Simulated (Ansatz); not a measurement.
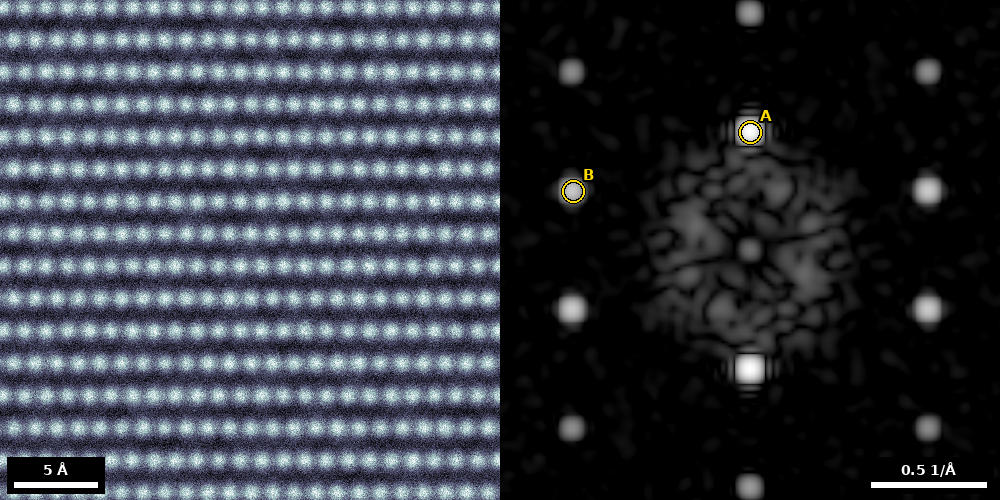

Integrated-DPC-like image of Yb (Fm-3m, No. 225) along [221]. Simulated as the projected potential of neutral atoms (B = 0.8 Å²) blurred by a 0.69 Å probe, the thin-sample limit of integrated differential phase contrast. The display is stretched by a gamma of 0.8; percentages refer to the linear signal. Shot noise and the speckle of an amorphous layer were added. Structure used: the input geometry of a calculation.

The right panel is the modulus of the image's Fourier transform on a logarithmic scale.

a = 5.490 Å, b = 5.490 Å, c = 5.490 Å, α = 90.00°, β = 90.00°, γ = 90.00°

Question: Index the marked spots and give their plane spacings (the zone axis points at the viewer; indices equivalent by symmetry, or all signs reversed, are as good).

Answer: A: (-2 2 0), d = 1.94 Å; B: (-2 0 4), d = 1.23 Å. A and B enclose 72°, and every spot obeys the zone law hu + kv + lw = 0 for [221].
